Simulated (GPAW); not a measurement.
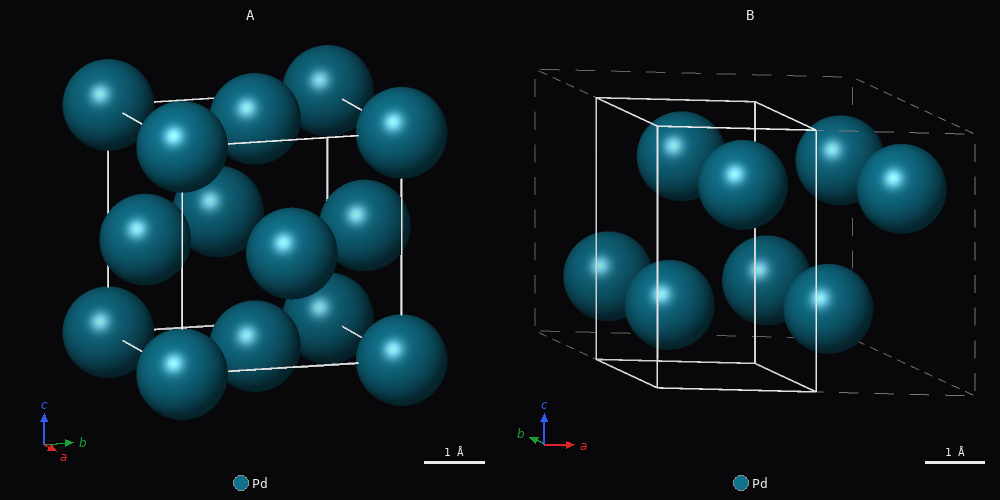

Two structures of Pd, each relaxed (cell and atoms) at zero pressure; conventional cells in solid outline, small ones repeated, each panel with its own scale. Alike in all runs: GPAW 26.7.0; functional PBEsol; potentials PAW data sets generated in the run's folder for this functional; cutoff 600 eV; occupations fermi-dirac, width 0.05 eV; no spin polarisation; no spin-orbit coupling. The k meshes have like spacings.

Question: Give the type and space group of each panel.

Answer: A: face-centred cubic (Cu type), Fm-3m; B: hexagonal close-packed (Mg type), P6₃/mmc.

Question: Which of these is lowest in energy, and how far above it do the others lie?

Answer: A, then B (+56 meV/atom), static energies at zero smearing.

Question: Collect the results in a table.

Answer:
| panel | space group | E − E(lowest) (meV/atom) | volume (Å³/atom) |
| --- | --- | --- | --- |
| A | Fm-3m | 0 | 14.6 |
| B | P6₃/mmc | 56 | 14.7 |

The starts are database entries or structure types tried for this composition, and the most stable form need not be among them.

Caveat: later steps reuse the first step's grids.
